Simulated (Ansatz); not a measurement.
A structure file:

```yaml
crystal:
  lattice:
    - [2.78139, 0.00000, 0.00000]
    - [0.00000, 4.67107, 0.00000]
    - [0.00000, 0.00000, 4.89340]
  atoms:
    - { symbol: Ti, position: [0.06069, 0.50000, 0.16317] }
    - { symbol: Al, position: [0.50000, 0.50000, 0.66405] }
    - { symbol: Al, position: [0.50000, 0.00000, 0.33311] }
    - { symbol: Al, position: [0.00000, 0.00000, 0.83967] }
```

What does this file describe?

Answer. Its composition is TiAl₃. It takes space group Pm (No. 6) on a primitive monoclinic lattice. The cell comprises 1 formula unit: 1 Ti, 3 Al. About every Ti there are ten Al and two Ti in a distorted anticuboctahedral arrangement (2.73 to 2.93 Å to Al, 2.78 Å to Ti). Al takes three kinds of site: 1b with eight Al and four Ti in a distorted anticuboctahedral arrangement (2.78 to 2.85 Å to Al, 2.73 to 2.91 Å to Ti); 1a with eight Al and four Ti in an anticuboctahedral arrangement (2.78 to 2.84 Å to Al, 2.76 to 2.93 Å to Ti); 1a with ten Al and two Ti in an anticuboctahedral arrangement (2.78 to 2.85 Å to Al, 2.83 Å to Ti). The bonds build a three-dimensional framework.

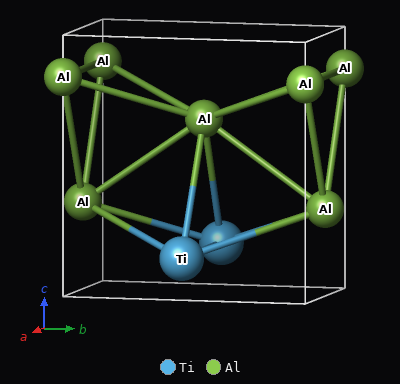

The image is a ball-and-stick drawing of a crystal, viewed slightly off an axis. The edges of the conventional unit cell are marked.

Origin of the cell: a structure listed in the Materials Project. The cell was then strained or its atoms displaced on purpose. Ansatz was used for an electronic-structure calculation on it.

At this level of theory the run's own cell isn't at rest (forces up to 0.8 eV/Å), so its distances can differ from those at equilibrium, the more so the softer the solid.
